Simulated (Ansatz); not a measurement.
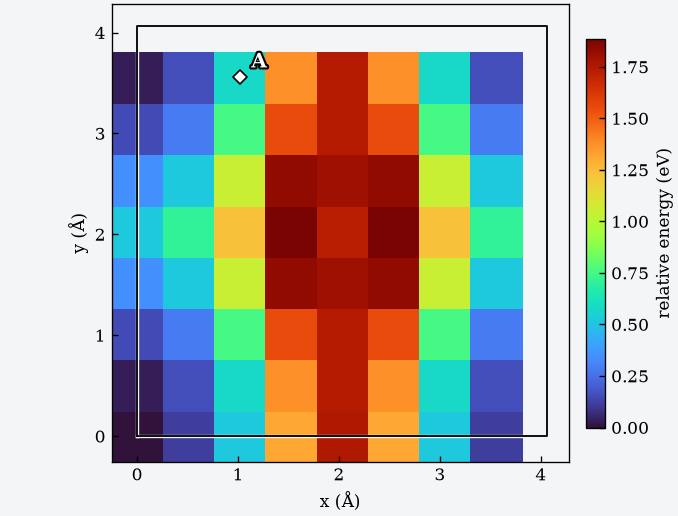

H on a GaAs(100) slab cut from the F-43m phase, its upper half relaxed before the scan (4 atoms of substrate and one adsorbate in a 1 × 1 cell). H is moved over the surface cell; relaxed at each place: the height of the adsorbate's atoms; substrate rigid; the origin of the map has the adsorbate above Ga4. Places are given modulo a cell vector. The map is drawn in real space over the plane of the surface. Grid: 8 × 8 points; 25 points were computed and 39 follow by symmetry. Energies are in eV, from the lowest grid point. At some places the adsorbate sinks to or below the level of the top layer. With one adsorbate in each 1 × 1 cell, its nearest image is 4.1 Å away, so neighbouring adsorbates interact. These are results of DFT PBE, scalar-relativistic, plane waves, PAW (Ansatz 0.2.0), not measurements. Settings: cutoff 420 eV, k-mesh 7×7×1, gaussian smearing 0.05 eV, spin-polarised.

In the figure: one coloured cell a grid point, the outline of one cell of the plane, the point A.

**Is A at rest? If not, where is it pushed?**

A, at (2/8, 7/8) of the cell vectors, is not a stationary point. The computed force is 1.2 eV/Å in the plane, pointing left in the picture (components −1.2 and 0.2 eV/Å).

PAW datasets: the set soft_1.
